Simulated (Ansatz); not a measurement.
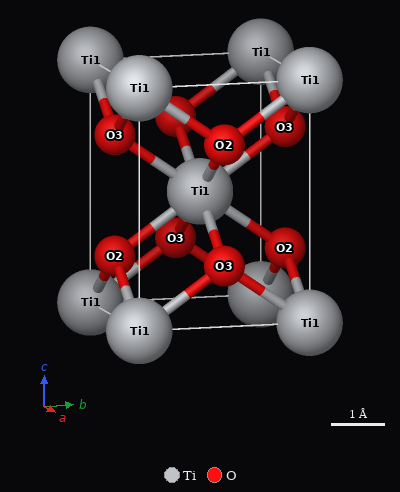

The structure (ball-and-stick view of the cell 2 times as large as that of the calculation, set on its symmetry axes, seen slightly off an axis; atoms are numbered from 1 in the order of the input). Near neighbours in the crystal (not all of them lie inside the picture): Ti has 8 O at 2.06 Å; O has 4 Ti at 2.06 Å.

**TiO2: a changed input and its effect**

System: TiO2 (3 atoms in the cell).
Method of run 1: DFT, PBE, plane waves, PAW, no spin polarisation (Ansatz 0.2.0).

The structure was built on a prototype by a generator. The geometry comes from this level: r2SCAN (a point of a series of strains). Text and figures count atoms from 1; the logs count them from 0 in places.

Input, run 1:
```yaml
crystal:
  lattice:
    - [0.0, 2.3968272404, 2.3968272404]
    - [2.3541637155, 0.0, 2.3968272404]
    - [2.3541637155, 2.3968272404, 0.0]
  atoms:
    - { symbol: Ti, position: [0.0, 0.0, 0.0] }
    - { symbol: O, position: [0.25, 0.25, 0.25] }
    - { symbol: O, position: [0.75, 0.75, 0.75] }
kpoints:
  mp_grid: { grid: [10, 10, 10] }
  band_path:
    path:
      - [0.0, 0.0, 0.0]
      - [0.5, 0.0, 0.5]
      - [0.625, 0.25, 0.625]
      - [0.375, 0.375, 0.75]
      - [0.5, 0.5, 0.5]
      - [0.5, 0.25, 0.75]
    npoints: 1
hamiltonian:
  xc: pbe
scf:
  occupations: { method: fermi_dirac, width: 0.02 }
  n_extra_bands: 4
output:
  forces: true
  stress: true
  eigenvalues: true
```

Command:
```bash
ansatz run input.yaml --threads 4 --pin off --max-ram 3686MiB --backend cpu --events-out ev --progress --plain --runs-dir out
```

Hardware: 4 threads of an x86-64 CPU, shared host.

Output, shortened to warnings, some set-up lines, iterations and results (run 1):
```
Basis set: ecut = 420 eV, 535 PW (Γ), exchange–correlation on 48×48×48 points (8 copies of the dense FFT grid, shifted against one another)
Symmetry: 16 space group operations
k-points: 102 of 1000
Initial density: superposition of atomic densities (neutral atoms: chi_scale 0, normalization atom), corrected by the library's trained network
[...]
SCF iter   1: F=—  HF=-3637.785332 eV  |F-HF|=—  |Δ(HF+E_count)|=         —  Δρ=4.09e-3  dr2=2.33e-3  ethr=1.77e-3  ⟨swp⟩=5.5  Hψ=7283  notcnv=0
SCF iter   2: F=—  HF=-3637.786832 eV  |F-HF|=—  |Δ(HF+E_count)|=   1.50e-3  Δρ=4.45e-3  dr2=4.57e-3  ethr=9.71e-6  ⟨swp⟩=2.2  Hψ=3571  notcnv=0
SCF iter   3: F=—  HF=-3637.786299 eV  |F-HF|=—  |Δ(HF+E_count)|=   5.33e-4  Δρ=1.75e-3  dr2=5.25e-4  ethr=9.71e-6  ⟨swp⟩=2.0  Hψ=2714  notcnv=0
SCF iter   4: F=—  HF=-3637.786476 eV  |F-HF|=—  |Δ(HF+E_count)|=   1.77e-4  Δρ=3.62e-4  dr2=2.29e-5  ethr=2.19e-6  ⟨swp⟩=2.1  Hψ=2507  notcnv=0
SCF iter   5: F=—  HF=-3637.786499 eV  |F-HF|=—  |Δ(HF+E_count)|=   2.36e-5  Δρ=4.73e-5  dr2=3.72e-7  ethr=9.56e-8  ⟨swp⟩=2.4  Hψ=2292  notcnv=0
SCF iter   6: F=-3637.786500 eV  HF=-3637.786500 eV  |F-HF|=6.42e-10  |Δ(HF+E_count)|=   2.47e-7  Δρ=4.84e-6  dr2=3.40e-9  ethr=4.17e-10  ⟨swp⟩=5.4  Hψ=6483  notcnv=0
SCF 1 converged in 6 iterations: F = -3637.786500 eV  dr2 = 3.40e-9
NSCF: frozen V_eff on 6 k-points
SCF converged after 6 iterations
Free energy (F): -3637.786500 eV
Harris-Foulkes:  -3637.786500 eV  (|F-HF|=6.42e-10)
Internal energy: -3637.786500 eV  (E = F + TS)
E sigma→0 (E₀):  -3637.786500 eV
Fermi energy:    13.197640 eV
--- Per-component energies (eV) ---
  E_band       = -131.701396
  E_kinetic    = 626.450826
  E_local      = -1275.774737  (includes V_loc(G=0)·N_el)
  E_nonlocal   = 98.883498
  E_hartree    = 485.153350
  E_xc         = -247.591460
  E_vxc        = -313.770932  (∫ρ·V_xc dr)
  E_paw        = -1360.982675  (= ΣΔE_a)
  E_vpaw       = -237.803843  (= ΣTr[D̂ρ^β])
  E_aug_tail   = 0.005074  (compensation charges beyond the density's cutoff)
  E_ewald      = -1963.930375
  E_smearing   = -0.000000  (= −TS)
  E_closure    = -0.000000  (closes the sum)
  Σ components = -3637.786500   (vs F -3637.786500, Δ=0.00e0)
--- Forces (eV/Å), atoms counted from 1 ---
  atom   1  Ti     0.00000000     0.00000000     0.00000000
  atom   2  O      0.00000000     0.00000000     0.00000000
  atom   3  O      0.00000000     0.00000000    -0.00000000
  max |Σ_I F_I| component: 4.16e-17 eV/Å
--- Stress (GPa, compression-positive) ---
       17.694224       0.000000       0.000000
        0.000000       7.707030       0.000000
        0.000000       0.000000       7.707030
  P = ⅓ Tr σ = 11.0361 GPa (110.361 kbar)
```

The input of run 2 differs as follows (lines with − go, lines with + come):
```diff
-  xc: pbe
+  xc: r2scan
-  occupations: { method: fermi_dirac, width: 0.02 }
+  occupations: { method: fixed }
```

What does this change do to the results?

The total energies belong to different methods, so their difference says nothing on which is more stable or more accurate. The gap on the mesh goes from 0.97 to 1.33 eV. The pressure goes from 11.04 to 5.20 GPa. The functional changes from PBE to r2SCAN. The SCF takes 8 iterations against 6. The default cutoff goes from 420 to 500 eV with the change. The plane waves at Γ go from 535 to 693.

Output, shortened to warnings, some set-up lines, iterations and results (run 2):
```
Basis set: ecut = 500 eV, 693 PW (Γ), exchange–correlation on 100×100×100 points (64 copies of the dense FFT grid, shifted against one another)
Symmetry: 16 space group operations
k-points: 102 of 1000
Initial density: superposition of atomic densities (neutral atoms: chi_scale 0, normalization atom), corrected by the library's trained network
[...]
SCF iter   1: F=—  HF=-3645.424113 eV  |F-HF|=—  |Δ(HF+E_count)|=         —  Δρ=3.44e-2  dr2=3.68e-1  dr2_τ=2.30e-1  ethr=1.77e-3  ⟨swp⟩=4.0  Hψ=7212  notcnv=0  defer=204
SCF iter   2: F=—  HF=-3645.587538 eV  |F-HF|=—  |Δ(HF+E_count)|=   1.63e-1  Δρ=5.30e-2  dr2=7.43e-1  dr2_τ=8.03e-2  ethr=1.53e-3  ⟨swp⟩=2.8  Hψ=3970  notcnv=0  defer=74
SCF iter   3: F=—  HF=-3645.466501 eV  |F-HF|=—  |Δ(HF+E_count)|=   1.21e-1  Δρ=1.37e-2  dr2=3.66e-2  dr2_τ=1.54e-3  ethr=1.53e-3  ⟨swp⟩=2.0  Hψ=2293  notcnv=0  defer=188
SCF iter   4: F=—  HF=-3645.464014 eV  |F-HF|=—  |Δ(HF+E_count)|=   2.49e-3  Δρ=7.40e-3  dr2=1.64e-2  dr2_τ=9.00e-4  ethr=1.53e-4  ⟨swp⟩=1.4  Hψ=1737  notcnv=0  defer=188
SCF iter   5: F=—  HF=-3645.461061 eV  |F-HF|=—  |Δ(HF+E_count)|=   2.95e-3  Δρ=1.08e-3  dr2=3.75e-4  dr2_τ=1.63e-5  ethr=6.83e-5  ⟨swp⟩=2.0  Hψ=2264  notcnv=0  defer=204
SCF iter   6: F=—  HF=-3645.461009 eV  |F-HF|=—  |Δ(HF+E_count)|=   5.20e-5  Δρ=9.52e-5  dr2=1.12e-6  dr2_τ=3.12e-7  ethr=1.56e-6  ⟨swp⟩=2.2  Hψ=2564  notcnv=0  defer=204
SCF iter   7: F=—  HF=-3645.461010 eV  |F-HF|=—  |Δ(HF+E_count)|=   1.62e-6  Δρ=6.35e-5  dr2=1.27e-6  dr2_τ=5.49e-8  ethr=4.17e-10  ⟨swp⟩=6.1  Hψ=7787  notcnv=0
SCF iter   8: F=-3645.461010 eV  HF=-3645.461010 eV  |F-HF|=1.25e-9  |Δ(HF+E_count)|=   1.71e-7  Δρ=2.54e-6  dr2=1.42e-9  dr2_τ=1.16e-10  ethr=4.17e-10  ⟨swp⟩=4.2  Hψ=7306  …
SCF 1 converged in 8 iterations: F = -3645.461010 eV  dr2 = 1.42e-9
NSCF: frozen V_eff on 6 k-points
SCF converged after 8 iterations
Free energy (F): -3645.461010 eV
Harris-Foulkes:  -3645.461010 eV  (|F-HF|=1.25e-9)
Internal energy: -3645.461010 eV  (E = F + TS)
E sigma→0 (E₀):  -3645.461010 eV
Fermi energy:    12.431952 eV
--- Per-component energies (eV) ---
  E_band       = -155.898800
  E_kinetic    = 628.506410
  E_local      = -1273.372264  (includes V_loc(G=0)·N_el)
  E_nonlocal   = 96.666167
  E_hartree    = 483.352904
  E_xc         = -242.668268
  E_vxc        = -347.969299  (∫ρ·V_xc dr)
  E_paw        = -1373.700142  (= ΣΔE_a)
  E_vpaw       = -248.950044  (= ΣTr[D̂ρ^β])
  E_aug_tail   = 0.001897  (compensation charges beyond the density's cutoff)
  E_vtau       = 22.512774  (kinetic-family band-sum trace: ∫τ·v_τ [+ j·A + Jᵃ·Aᵃ] dr)
  E_ewald      = -1963.930375
  E_core_change = -0.317339  (= ΣΔE_core)
  E_smearing   = -0.000000  (= −TS)
  E_closure    = 0.000000  (closes the sum)
  Σ components = -3645.461010   (vs F -3645.461010, Δ=0.00e0)
--- Forces (eV/Å), atoms counted from 1 ---
  atom   1  Ti     0.00000000    -0.00000000    -0.00000000
  atom   2  O      0.00000000     0.00000000     0.00000000
  atom   3  O      0.00000000     0.00000000    -0.00000000
  max |Σ_I F_I| component: 3.94e-31 eV/Å
--- Stress (GPa, compression-positive) ---
       12.356697       0.000000       0.000000
        0.000000       1.625085       0.000000
        0.000000       0.000000       1.625085
  P = ⅓ Tr σ = 5.2023 GPa (52.023 kbar)
```

The two runs side by side:

```csv
quantity,run 1,run 2
outcome,converged,converged
free energy per atom (eV),−1212.5955,−1215.1537
gap on the mesh (eV),0.97,1.33
pressure (GPa),11.04,5.20
largest force (eV/Å),0.000,0.000
SCF iterations,6,8
irreducible k-points,102,102
plane waves at Γ,535,693
wall time (shared host),1 s,2.3 s
```
